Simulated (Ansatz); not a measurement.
# BN (slab): what the fields show

Input

```
crystal:
  lattice:
    - [2.5087623753, 0.0, 0.0]
    - [-1.2543811876, 2.1726519491, 0.0]
    - [0.0, 0.0, 17.5]
  atoms:
    - { symbol: B, position: [0.0, 0.0, 0.2571428571] }
    - { symbol: "N", position: [0.6666666667, 0.3333333333, 0.2571284216] }
    - { symbol: B, position: [0.0, 0.3333333333, 0.4641411559] }
    - { symbol: "N", position: [0.6666666667, 0.6666666667, 0.4641645703] }
basis:
  ecutwfc: 420
kpoints:
  mp_grid: { grid: [12, 12, 1] }
hamiltonian:
  xc: pbe
  dispersion: d3bj
scf:
  occupations: { method: gaussian, width: 0.05 }
output:
  forces: true
  eigenvalues: true
  write_density: true
  write_potential: true
  elf: true
  volumetric_format: npy
relax:
  adjacent_minimum: "off"
  f_tol: 0.003
  max_steps: 20
  constraints: [{ site: 0 }, { sites: [1, 2, 3], fix: xy }]
efield:
  axis: 3
  dipole_correction: true
  ramp_width: 0.04
```

Launched as:

```sh
ansatz run input.yaml --threads 4 --pin off --max-ram 12288MiB --backend cpu --events-out ev --progress --plain --runs-dir out
```

The fields are those of the relaxed geometry.

Computed with Ansatz 0.2.0, DFT PBE+D3(BJ), scalar-relativistic, plane waves, PAW.

Core electrons are frozen (PAW), and the valence fields are smoothed inside the atomic spheres.

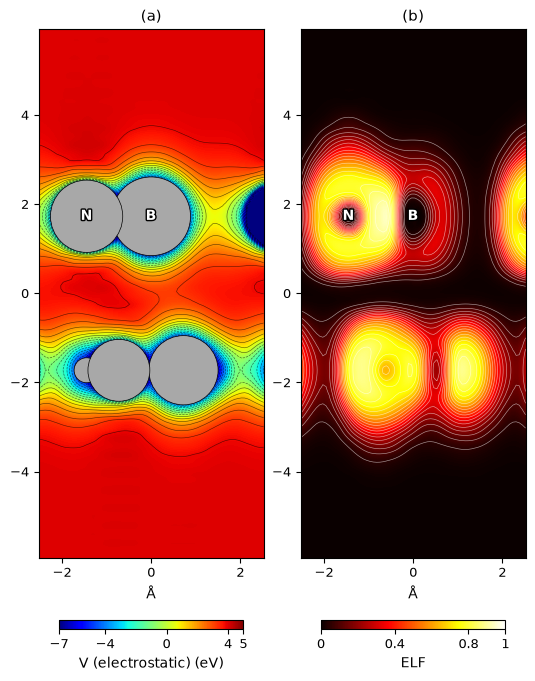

Figure 1. (a) electrostatic potential energy of an electron; (b) electron localisation function on the (110) plane of the calculation cell, a cut from vacuum to vacuum. Grey discs cover the atomic cores in the potential map.

Question: Describe what can be read from this map.

Answer:
- Atoms in the plane: B and N.
- Atoms just off the plane (B, 0.4 Å away and N, 0.4 Å away) can leave unmarked features too.
- B–N (1.45 Å): the ELF peaks at about 0.95 between the atoms; a polar covalent bond.
- The ELF also peaks beside N, away from the bonds: lone-pair regions.
- Outside the cores the potential energy rises away from the atoms and is highest in the vacuum; its zero is arbitrary.

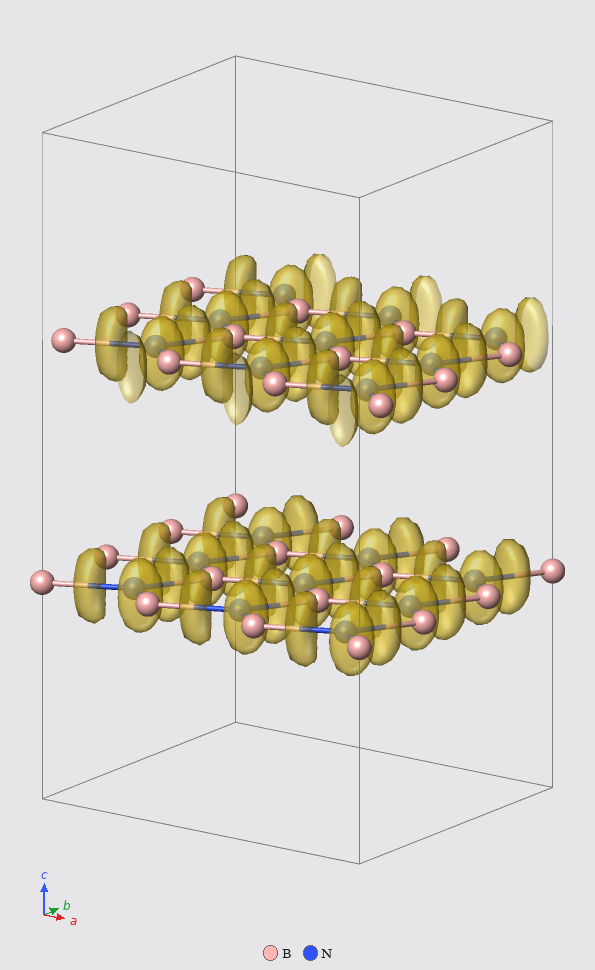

Figure 2. Isosurface of the electron localisation function at 0.85 (yellow), seen slightly off an axis. Only the valence region is drawn (cores and ρ < 0.01 e/Å³ removed). Sticks mark near contacts.

Question: Where are the electrons localised?

Answer: The surface consists of six regions between bonded B–N atoms (shared pairs), counted in one cell of 4 atoms. Counts are for one cell; the picture repeats the cell along the surface.

Question: Does the calculation make it a metal, or give it a gap?

Answer: It is gapped, with a Kohn–Sham gap of 4.2 eV on the k-point mesh (the band edges may lie off the mesh, which would make the gap smaller).
